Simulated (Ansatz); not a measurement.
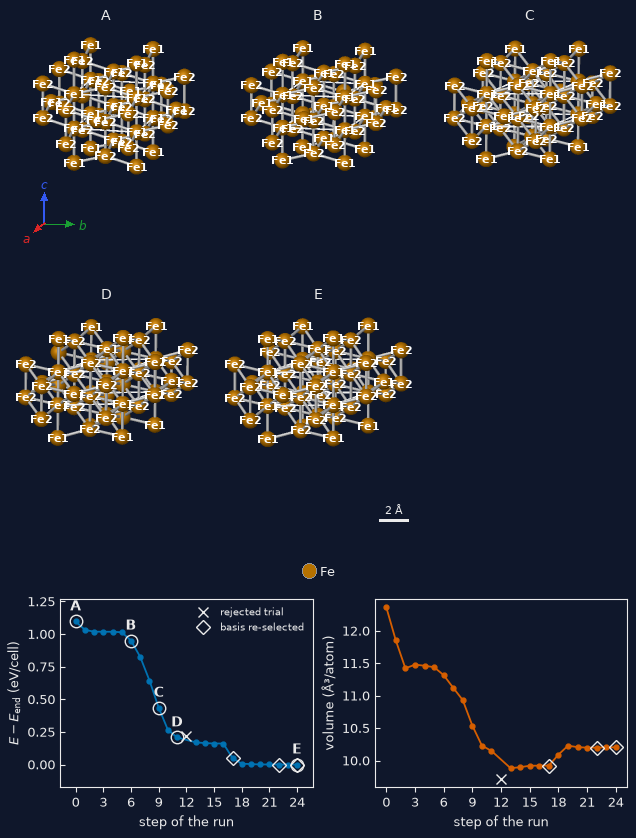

Frames of a relaxation of crystalline Fe (a generated structure, set up in I4_1/amd), marked on the history of the run. The picture is a ball-and-stick view of the conventional cell (2 times the calculation's cell), seen slightly off an axis. Lengths and directions refer to the drawn axes.

Phase: beta-Sn type.

All numbers below come from DFT, PBEsol, plane waves (420 eV) with PAW, scalar-relativistic in Ansatz 0.2.0.

The input:
```yaml
crystal:
  lattice:
    - [-2.245591907, 2.245591907, 1.2260931812]
    - [2.245591907, -2.245591907, 1.2260931812]
    - [2.245591907, 2.245591907, -1.2260931812]
  atoms:
    - { symbol: Fe, position: [0.0, 0.0, 0.0], spin: 2.5 }
    - { symbol: Fe, position: [0.75, 0.25, 0.5], spin: -2.5 }
hamiltonian:
  xc: pbesol
  pseudopotentials:
    kind: paw
    azcp:
      Fe: "pseudopotentials/Fe.paw.azcp"
basis:
  ecutwfc: 420
  fft_grid_basis: typed
kpoints:
  mp_grid: { grid: [14, 14, 10], shift: [0, 0, 0] }
magnetization:
  spin_polarized: true
scf:
  occupations: { method: fermi_dirac, width: 0.05 }
relax:
  max_steps: 60
  f_tol: 0.01
  cell: {}
```

**Describe the path.**

The atoms keep their places relative to the cell (all moves are under 0.005 Å). Cell: a = b 4.491 → 4.567 Å (+1.7 %), c 2.452 → 2.379 Å (−3.0 %), γ 90.0° → 124.7°. Volume −17.5 %. Among the contacts that change: Fe1–Fe1 3.404 → 2.434 Å, Fe1–Fe1 (another image) 2.452 → 2.379 Å, Fe1–Fe2 2.328 → 2.359 Å. New bonds form: Fe1–Fe1 (3.40 → 2.43 Å), Fe2–Fe2 (3.40 → 2.43 Å). Bond angles that change, for instance: Fe2–Fe1–Fe2 94.0° → 126.6°, Fe2–Fe1–Fe2 94.0° → 61.9°. The space group (tolerance 0.01 Å) goes from I4_1/amd (No. 141) to C2/c (No. 15). The energy falls by 1.097 eV per cell of the calculation in 20 accepted moves (24 points after the start). The largest force component goes from 0.0023 to under 0.0001 eV/Å. The pressure goes from −11.79 to 0.00 GPa. The line search rejected the trial step at point 12 of the run. The SCF was repeated 3 times at an unchanged geometry on a basis and grid sized afresh for the cell, which shifted the energy by 0.112 eV per cell of the calculation at most. The program noted that a PAW file was made for another functional than the run's. The run took 13 min on 2 threads of Arm Neoverse V2 (shared host), peak memory 0.85 GiB. From step 0 to 6: volume −8.5 %, energy −0.147 eV per cell of the calculation. From step 6 to 9: volume −6.9 %, energy −0.514 eV per cell of the calculation. From step 9 to 11: volume −3.7 %, energy −0.227 eV per cell of the calculation. From step 11 to 24: volume +0.5 %, energy −0.208 eV per cell of the calculation.

```json
{"step": "0", "E − E(0), meV/atom": "0.00", "largest force component, eV/Å": "0.0023", "pressure, GPa": "-11.79", "volume, Å³/atom": "12.366", "note": ""}
{"step": "1", "E − E(0), meV/atom": "-32.15", "largest force component, eV/Å": "0.0030", "pressure, GPa": "-5.58", "volume, Å³/atom": "11.852", "note": ""}
{"step": "2", "E − E(0), meV/atom": "-39.18", "largest force component, eV/Å": "0.0021", "pressure, GPa": "0.80", "volume, Å³/atom": "11.422", "note": ""}
{"step": "3", "E − E(0), meV/atom": "-39.35", "largest force component, eV/Å": "0.0064", "pressure, GPa": "-0.38", "volume, Å³/atom": "11.479", "note": ""}
{"step": "4", "E − E(0), meV/atom": "-39.46", "largest force component, eV/Å": "0.0035", "pressure, GPa": "-0.02", "volume, Å³/atom": "11.463", "note": ""}
{"step": "5", "E − E(0), meV/atom": "-41.31", "largest force component, eV/Å": "0.0026", "pressure, GPa": "0.33", "volume, Å³/atom": "11.440", "note": ""}
{"step": "6", "E − E(0), meV/atom": "-73.58", "largest force component, eV/Å": "0.0198", "pressure, GPa": "1.24", "volume, Å³/atom": "11.318", "note": ""}
{"step": "7", "E − E(0), meV/atom": "-136.12", "largest force component, eV/Å": "0.0414", "pressure, GPa": "1.54", "volume, Å³/atom": "11.123", "note": ""}
{"step": "8", "E − E(0), meV/atom": "-226.33", "largest force component, eV/Å": "0.0035", "pressure, GPa": "0.17", "volume, Å³/atom": "10.933", "note": ""}
{"step": "9", "E − E(0), meV/atom": "-330.74", "largest force component, eV/Å": "0.0137", "pressure, GPa": "2.60", "volume, Å³/atom": "10.540", "note": ""}
{"step": "10", "E − E(0), meV/atom": "-415.69", "largest force component, eV/Å": "0.0581", "pressure, GPa": "1.39", "volume, Å³/atom": "10.232", "note": ""}
{"step": "11", "E − E(0), meV/atom": "-444.48", "largest force component, eV/Å": "0.0269", "pressure, GPa": "-5.73", "volume, Å³/atom": "10.149", "note": ""}
{"step": "12", "E − E(0), meV/atom": "-440.01", "largest force component, eV/Å": "0.0497", "pressure, GPa": "4.76", "volume, Å³/atom": "9.718", "note": "rejected"}
{"step": "13", "E − E(0), meV/atom": "-463.16", "largest force component, eV/Å": "0.0301", "pressure, GPa": "2.69", "volume, Å³/atom": "9.883", "note": ""}
{"step": "14", "E − E(0), meV/atom": "-466.00", "largest force component, eV/Å": "0.0042", "pressure, GPa": "0.38", "volume, Å³/atom": "9.898", "note": ""}
{"step": "15", "E − E(0), meV/atom": "-467.64", "largest force component, eV/Å": "0.0039", "pressure, GPa": "0.07", "volume, Å³/atom": "9.921", "note": ""}
{"step": "16", "E − E(0), meV/atom": "-467.64", "largest force component, eV/Å": "0.0026", "pressure, GPa": "0.00", "volume, Å³/atom": "9.922", "note": ""}
{"step": "17", "E − E(0), meV/atom": "-523.66", "largest force component, eV/Å": "0.0019", "pressure, GPa": "6.97", "volume, Å³/atom": "9.922", "note": "same geometry, new basis"}
{"step": "18", "E − E(0), meV/atom": "-544.90", "largest force component, eV/Å": "0.0009", "pressure, GPa": "2.36", "volume, Å³/atom": "10.091", "note": ""}
{"step": "19", "E − E(0), meV/atom": "-546.55", "largest force component, eV/Å": "0.0142", "pressure, GPa": "-0.21", "volume, Å³/atom": "10.230", "note": ""}
{"step": "20", "E − E(0), meV/atom": "-547.89", "largest force component, eV/Å": "0.0030", "pressure, GPa": "-0.21", "volume, Å³/atom": "10.208", "note": ""}
{"step": "21", "E − E(0), meV/atom": "-547.90", "largest force component, eV/Å": "0.0002", "pressure, GPa": "0.01", "volume, Å³/atom": "10.199", "note": ""}
{"step": "22", "E − E(0), meV/atom": "-548.35", "largest force component, eV/Å": "0.0002", "pressure, GPa": "0.11", "volume, Å³/atom": "10.199", "note": "same geometry, new basis"}
{"step": "23", "E − E(0), meV/atom": "-548.35", "largest force component, eV/Å": "0.0000", "pressure, GPa": "0.01", "volume, Å³/atom": "10.205", "note": ""}
{"step": "24", "E − E(0), meV/atom": "-548.35", "largest force component, eV/Å": "0.0000", "pressure, GPa": "0.00", "volume, Å³/atom": "10.205", "note": "same geometry, new basis"}
```
